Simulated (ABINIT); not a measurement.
## Ce: optical-spectrum calculation (part 2 of 3)

The same run, continued: Ce (Fm-3m, 1 atom in the cell); Kohn-Sham DFT of a periodic cell, PBE, PseudoDojo NC SR PBE v0.4 lanthanides 3+ (4f in core; v0.4.1 standard for the other elements), spin-polarised (ABINIT 10.8.3); cutoff 653.07 eV, 10×10×10 k-mesh, Gaussian smearing of 0.2 eV, collinear spins. The structure derives from an entry of the Crystallography Open Database. The geometry was changed: volume scaled by 0.92.

Geometry of the input (Å; fractional positions):
```
0.0000  2.5099  2.5099
2.5099  0.0000  2.5099
2.5099  2.5099  0.0000
Ce 0.0000  0.0000  0.0000
```

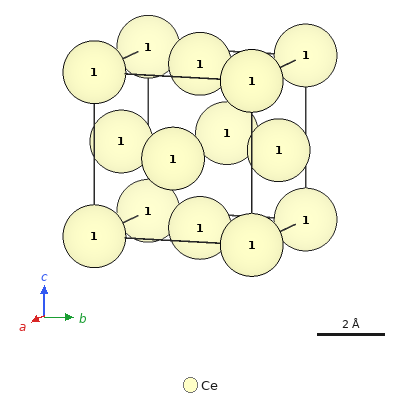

*The structure as given in the input (spheres-only view of the cell 4 times as large as that of the calculation, set on its symmetry axes, seen slightly off an axis; atoms are numbered from 1 in the order of the input). An atom can appear more than once, as a periodic image.*

### Output, continued
```
                       1.000000  1.000000  1.000000  1.000000  1.000000  1.000000
                       0.000000  0.000000  0.000000  0.000000  0.000000  0.000000
                       0.000000  0.000000  0.000000  0.000000
                       1.000000  1.000000  1.000000  1.000000  1.000000  1.000000
                       0.000000  0.000000  0.000000  0.000000  0.000000  0.000000
                       0.000000  0.000000  0.000000  0.000000
                       1.000000  1.000000  1.000000  1.000000  1.000000  1.000000
                       0.000000  0.000000  0.000000  0.000000  0.000000  0.000000
                       0.000000  0.000000  0.000000  0.000000
                       1.000000  1.000000  1.000000  1.000000  1.000000  1.000000
                       0.000000  0.000000  0.000000  0.000000  0.000000  0.000000
                       0.000000  0.000000  0.000000  0.000000
                       1.000000  1.000000  1.000000  1.000000  1.000000  1.000000
                       0.000000  0.000000  0.000000  0.000000  0.000000  0.000000
                       0.000000  0.000000  0.000000  0.000000
                       1.000000  1.000000  1.000000  1.000000  1.000000  1.000000
                       0.000000  0.000000  0.000000  0.000000  0.000000  0.000000
                       0.000000  0.000000  0.000000  0.000000
                       1.000000  1.000000  1.000000  1.000000  1.000000  1.000000
                       0.000000  0.000000  0.000000  0.000000  0.000000  0.000000
                       0.000000  0.000000  0.000000  0.000000
                       1.000000  1.000000  1.000000  1.000000  1.000000  1.000000
                       0.000000  0.000000  0.000000  0.000000  0.000000  0.000000
                       0.000000  0.000000  0.000000  0.000000
                       1.000000  1.000000  1.000000  1.000000  1.000000  1.000000
                       0.000000  0.000000  0.000000  0.000000  0.000000  0.000000
                       0.000000  0.000000  0.000000  0.000000
                       1.000000  1.000000  1.000000  1.000000  1.000000  1.000000
                       0.000000  0.000000  0.000000  0.000000  0.000000  0.000000
                       0.000000  0.000000  0.000000  0.000000
                       1.000000  1.000000  1.000000  1.000000  1.000000  1.000000
                       0.000000  0.000000  0.000000  0.000000  0.000000  0.000000
                       0.000000  0.000000  0.000000  0.000000
                       1.000000  1.000000  1.000000  1.000000  1.000000  1.000000
                       0.000000  0.000000  0.000000  0.000000  0.000000  0.000000
                       0.000000  0.000000  0.000000  0.000000
                       1.000000  1.000000  1.000000  1.000000  1.000000  1.000000
                       0.000000  0.000000  0.000000  0.000000  0.000000  0.000000
                       0.000000  0.000000  0.000000  0.000000
                       1.000000  1.000000  1.000000  1.000000  1.000000  1.000000
                       0.000000  0.000000  0.000000  0.000000  0.000000  0.000000
                       0.000000  0.000000  0.000000  0.000000
                       1.000000  1.000000  1.000000  1.000000  1.000000  1.000000
                       0.000000  0.000000  0.000000  0.000000  0.000000  0.000000
                       0.000000  0.000000  0.000000  0.000000
                       1.000000  1.000000  1.000000  1.000000  1.000000  1.000000
                       0.000000  0.000000  0.000000  0.000000  0.000000  0.000000
                       0.000000  0.000000  0.000000  0.000000
                       1.000000  1.000000  1.000000  1.000000  1.000000  1.000000
                       0.000000  0.000000  0.000000  0.000000  0.000000  0.000000
                       0.000000  0.000000  0.000000  0.000000
                       1.000000  1.000000  1.000000  1.000000  1.000000  1.000000
                       0.000000  0.000000  0.000000  0.000000  0.000000  0.000000
                       0.000000  0.000000  0.000000  0.000000
                       1.000000  1.000000  1.000000  1.000000  1.000000  1.000000
                       0.000000  0.000000  0.000000  0.000000  0.000000  0.000000
                       0.000000  0.000000  0.000000  0.000000
                       1.000000  1.000000  1.000000  1.000000  1.000000  1.000000
                       0.000000  0.000000  0.000000  0.000000  0.000000  0.000000
                       0.000000  0.000000  0.000000  0.000000
                       1.000000  1.000000  1.000000  1.000000  1.000000  1.000000
                       0.000000  0.000000  0.000000  0.000000  0.000000  0.000000
                       0.000000  0.000000  0.000000  0.000000
                       1.000000  1.000000  1.000000  1.000000  1.000000  1.000000
                       0.000000  0.000000  0.000000  0.000000  0.000000  0.000000
                       0.000000  0.000000  0.000000  0.000000
                       1.000000  1.000000  1.000000  1.000000  1.000000  1.000000
                       0.000000  0.000000  0.000000  0.000000  0.000000  0.000000
                       0.000000  0.000000  0.000000  0.000000
                       1.000000  1.000000  1.000000  1.000000  1.000000  1.000000
                       0.000000  0.000000  0.000000  0.000000  0.000000  0.000000
                       0.000000  0.000000  0.000000  0.000000
                       1.000000  1.000000  1.000000  1.000000  1.000000  1.000000
                       0.000000  0.000000  0.000000  0.000000  0.000000  0.000000
                       0.000000  0.000000  0.000000  0.000000
                       1.000000  1.000000  1.000000  1.000000  1.000000  1.000000
                       0.000000  0.000000  0.000000  0.000000  0.000000  0.000000
                       0.000000  0.000000  0.000000  0.000000
                       1.000000  1.000000  1.000000  1.000000  1.000000  1.000000
                       0.000000  0.000000  0.000000  0.000000  0.000000  0.000000
                       0.000000  0.000000  0.000000  0.000000
                       1.000000  1.000000  1.000000  1.000000  1.000000  1.000000
                       0.000000  0.000000  0.000000  0.000000  0.000000  0.000000
                       0.000000  0.000000  0.000000  0.000000
                       1.000000  1.000000  1.000000  1.000000  1.000000  1.000000
                       0.000000  0.000000  0.000000  0.000000  0.000000  0.000000
                       0.000000  0.000000  0.000000  0.000000
                       1.000000  1.000000  1.000000  1.000000  1.000000  1.000000
                       0.000000  0.000000  0.000000  0.000000  0.000000  0.000000
                       0.000000  0.000000  0.000000  0.000000
                       1.000000  1.000000  1.000000  1.000000  1.000000  1.000000
                       0.000000  0.000000  0.000000  0.000000  0.000000  0.000000
                       0.000000  0.000000  0.000000  0.000000
                       1.000000  1.000000  1.000000  1.000000  1.000000  1.000000
                       0.000000  0.000000  0.000000  0.000000  0.000000  0.000000
                       0.000000  0.000000  0.000000  0.000000
                       1.000000  1.000000  1.000000  1.000000  1.000000  1.000000
                       0.000000  0.000000  0.000000  0.000000  0.000000  0.000000
                       0.000000  0.000000  0.000000  0.000000
                       1.000000  1.000000  1.000000  1.000000  1.000000  1.000000
                       0.000000  0.000000  0.000000  0.000000  0.000000  0.000000
                       0.000000  0.000000  0.000000  0.000000
                       1.000000  1.000000  1.000000  1.000000  1.000000  1.000000
                       0.000000  0.000000  0.000000  0.000000  0.000000  0.000000
                       0.000000  0.000000  0.000000  0.000000
                       1.000000  1.000000  1.000000  1.000000  1.000000  1.000000
                       0.000000  0.000000  0.000000  0.000000  0.000000  0.000000
                       0.000000  0.000000  0.000000  0.000000
                       1.000000  1.000000  1.000000  1.000000  1.000000  1.000000
                       0.000000  0.000000  0.000000  0.000000  0.000000  0.000000
                       0.000000  0.000000  0.000000  0.000000
                       1.000000  1.000000  1.000000  1.000000  1.000000  1.000000
                       0.000000  0.000000  0.000000  0.000000  0.000000  0.000000
                       0.000000  0.000000  0.000000  0.000000
                       1.000000  1.000000  1.000000  1.000000  1.000000  1.000000
                       0.000000  0.000000  0.000000  0.000000  0.000000  0.000000
                       0.000000  0.000000  0.000000  0.000000
                       prtocc : prtvol=0, do not print more k-points.
                       prtocc : prtvol=0, do not print more k-points.
                       1.000000  1.000000  1.000000  1.000000  1.000000  1.000000
                       0.000000  0.000000  0.000000  0.000000  0.000000  0.000000
                       1.000000  1.000000  1.000000  1.000000  1.000000  1.000000
                       0.000000  0.000000  0.000000  0.000000  0.000000  0.000000
                       1.000000  1.000000  1.000000  1.000000  1.000000  1.000000
                       0.000000  0.000000  0.000000  0.000000  0.000000  0.000000
                       1.000000  1.000000  1.000000  1.000000  1.000000  1.000000
                       0.000000  0.000000  0.000000  0.000000  0.000000  0.000000
                       1.000000  1.000000  1.000000  1.000000  1.000000  1.000000
                       0.000000  0.000000  0.000000  0.000000  0.000000  0.000000
                       1.000000  1.000000  1.000000  1.000000  1.000000  1.000000
                       0.000000  0.000000  0.000000  0.000000  0.000000  0.000000
                       1.000000  1.000000  1.000000  1.000000  1.000000  1.000000
                       0.000000  0.000000  0.000000  0.000000  0.000000  0.000000
                       1.000000  1.000000  1.000000  1.000000  1.000000  1.000000
                       0.000000  0.000000  0.000000  0.000000  0.000000  0.000000
                       1.000000  1.000000  1.000000  1.000000  1.000000  1.000000
                       0.000000  0.000000  0.000000  0.000000  0.000000  0.000000
                       1.000000  1.000000  1.000000  1.000000  1.000000  1.000000
                       0.000000  0.000000  0.000000  0.000000  0.000000  0.000000
                       1.000000  1.000000  1.000000  1.000000  1.000000  1.000000
                       0.000000  0.000000  0.000000  0.000000  0.000000  0.000000
                       1.000000  1.000000  1.000000  1.000000  1.000000  1.000000
                       0.000000  0.000000  0.000000  0.000000  0.000000  0.000000
                       1.000000  1.000000  1.000000  1.000000  1.000000  1.000000
                       0.000000  0.000000  0.000000  0.000000  0.000000  0.000000
                       1.000000  1.000000  1.000000  1.000000  1.000000  1.000000
                       0.000000  0.000000  0.000000  0.000000  0.000000  0.000000
                       1.000000  1.000000  1.000000  1.000000  1.000000  1.000000
                       0.000000  0.000000  0.000000  0.000000  0.000000  0.000000
                       1.000000  1.000000  1.000000  1.000000  1.000000  1.000000
                       0.000000  0.000000  0.000000  0.000000  0.000000  0.000000
                       1.000000  1.000000  1.000000  1.000000  1.000000  1.000000
                       0.000000  0.000000  0.000000  0.000000  0.000000  0.000000
                       1.000000  1.000000  1.000000  1.000000  1.000000  1.000000
                       0.000000  0.000000  0.000000  0.000000  0.000000  0.000000
                       1.000000  1.000000  1.000000  1.000000  1.000000  1.000000
                       0.000000  0.000000  0.000000  0.000000  0.000000  0.000000
                       1.000000  1.000000  1.000000  1.000000  1.000000  1.000000
                       0.000000  0.000000  0.000000  0.000000  0.000000  0.000000
                       1.000000  1.000000  1.000000  1.000000  1.000000  1.000000
                       0.000000  0.000000  0.000000  0.000000  0.000000  0.000000
                       1.000000  1.000000  1.000000  1.000000  1.000000  1.000000
                       0.000000  0.000000  0.000000  0.000000  0.000000  0.000000
                       1.000000  1.000000  1.000000  1.000000  1.000000  1.000000
                       0.000000  0.000000  0.000000  0.000000  0.000000  0.000000
                       1.000000  1.000000  1.000000  1.000000  1.000000  1.000000
                       0.000000  0.000000  0.000000  0.000000  0.000000  0.000000
                       1.000000  1.000000  1.000000  1.000000  1.000000  1.000000
                       0.000000  0.000000  0.000000  0.000000  0.000000  0.000000
                       1.000000  1.000000  1.000000  1.000000  1.000000  1.000000
                       0.000000  0.000000  0.000000  0.000000  0.000000  0.000000
                       1.000000  1.000000  1.000000  1.000000  1.000000  1.000000
                       0.000000  0.000000  0.000000  0.000000  0.000000  0.000000
                       1.000000  1.000000  1.000000  1.000000  1.000000  1.000000
                       0.000000  0.000000  0.000000  0.000000  0.000000  0.000000
                       1.000000  1.000000  1.000000  1.000000  1.000000  1.000000
                       0.000000  0.000000  0.000000  0.000000  0.000000  0.000000
                       1.000000  1.000000  1.000000  1.000000  1.000000  1.000000
                       0.000000  0.000000  0.000000  0.000000  0.000000  0.000000
                       1.000000  1.000000  1.000000  1.000000  1.000000  1.000000
                       0.000000  0.000000  0.000000  0.000000  0.000000  0.000000
                       1.000000  1.000000  1.000000  1.000000  1.000000  1.000000
                       0.000000  0.000000  0.000000  0.000000  0.000000  0.000000
                       1.000000  1.000000  1.000000  1.000000  1.000000  1.000000
                       0.000000  0.000000  0.000000  0.000000  0.000000  0.000000
                       1.000000  1.000000  1.000000  1.000000  1.000000  1.000000
                       0.000000  0.000000  0.000000  0.000000  0.000000  0.000000
                       1.000000  1.000000  1.000000  1.000000  1.000000  1.000000
                       0.000000  0.000000  0.000000  0.000000  0.000000  0.000000
                       1.000000  1.000000  1.000000  1.000000  1.000000  1.000000
                       0.000000  0.000000  0.000000  0.000000  0.000000  0.000000
                       1.000000  1.000000  1.000000  1.000000  1.000000  1.000000
                       0.000000  0.000000  0.000000  0.000000  0.000000  0.000000
                       1.000000  1.000000  1.000000  1.000000  1.000000  1.000000
                       0.000000  0.000000  0.000000  0.000000  0.000000  0.000000
                       1.000000  1.000000  1.000000  1.000000  1.000000  1.000000
                       0.000000  0.000000  0.000000  0.000000  0.000000  0.000000
                       1.000000  1.000000  1.000000  1.000000  1.000000  1.000000
                       0.000000  0.000000  0.000000  0.000000  0.000000  0.000000
                       1.000000  1.000000  1.000000  1.000000  1.000000  1.000000
                       0.000000  0.000000  0.000000  0.000000  0.000000  0.000000
                       1.000000  1.000000  1.000000  1.000000  1.000000  1.000000
                       0.000000  0.000000  0.000000  0.000000  0.000000  0.000000
                       1.000000  1.000000  1.000000  1.000000  1.000000  1.000000
                       0.000000  0.000000  0.000000  0.000000  0.000000  0.000000
                       1.000000  1.000000  1.000000  1.000000  1.000000  1.000000
                       0.000000  0.000000  0.000000  0.000000  0.000000  0.000000
                       1.000000  1.000000  1.000000  1.000000  1.000000  1.000000
                       0.000000  0.000000  0.000000  0.000000  0.000000  0.000000
                       1.000000  1.000000  1.000000  1.000000  1.000000  1.000000
                       0.000000  0.000000  0.000000  0.000000  0.000000  0.000000
                       1.000000  1.000000  1.000000  1.000000  1.000000  1.000000
                       0.000000  0.000000  0.000000  0.000000  0.000000  0.000000
                       1.000000  1.000000  1.000000  1.000000  1.000000  1.000000
                       0.000000  0.000000  0.000000  0.000000  0.000000  0.000000
                       1.000000  1.000000  1.000000  1.000000  1.000000  1.000000
                       0.000000  0.000000  0.000000  0.000000  0.000000  0.000000
                       1.000000  1.000000  1.000000  1.000000  1.000000  1.000000
                       0.000000  0.000000  0.000000  0.000000  0.000000  0.000000
                       prtocc : prtvol=0, do not print more k-points.
           occopt           7
        optdriver1          0
        optdriver2          0
        optdriver3          8
           prtden1          1
           prtden2          0
           prtden3          1
        prtebands           0
           prteig           0
           prtevk1          0
           prtevk2          0
           prtevk3          1
            prtwf1          0
            prtwf2          1
            prtwf3          1
            rprim      0.0000000000E+00  7.0710678120E-01  7.0710678120E-01
                       7.0710678120E-01  0.0000000000E+00  7.0710678120E-01
                       7.0710678120E-01  7.0710678120E-01  0.0000000000E+00
           shiftk      5.00000000E-01  5.00000000E-01  5.00000000E-01
          spgroup         225
           spinat      0.0000000000E+00  0.0000000000E+00  1.0000000000E+00
           tolsym      1.00000000E-06
           tolvrs1     1.00000000E-12
           tolvrs2     0.00000000E+00
           tolvrs3     0.00000000E+00
           tolwfr1     0.00000000E+00
           tolwfr2     1.00000000E-12
           tolwfr3     0.00000000E+00
           tsmear      7.34986000E-03 Hartree
            typat      1
         wfk_task1          0
         wfk_task2          0
         wfk_task3          7
                       outvars : Printing only first  50 k-points.
            znucl       58.00000

================================================================================

 chkinp: Checking input parameters for consistency, jdtset=   1.

 chkinp: Checking input parameters for consistency, jdtset=   2.

 chkinp: Checking input parameters for consistency, jdtset=   3.

================================================================================
== DATASET  1 ==================================================================

--- !DatasetInfo
iteration_state: {dtset: 1, }
dimensions: {natom: 1, nkpt: 110, mband: 13, nsppol: 2, nspinor: 1, nspden: 2, mpw: 1239, }
cutoff_energies: {ecut:  24.0, pawecutdg:  -1.0, }
electrons: {nelect:   1.10000000E+01, charge:   0.00000000E+00, occopt:   7.00000000E+00, tsmear:   7.34986000E-03, }
meta: {optdriver: 0, ionmov: 0, optcell: 0, iscf: 7, paral_kgb: 0, }
...

 Exchange-correlation functional for the present dataset will be:
  GGA: Perdew-Burke-Ernzerhof functional - ixc=11
  J.P.Perdew, K.Burke, M.Ernzerhof, PRL 77, 3865 (1996)
```
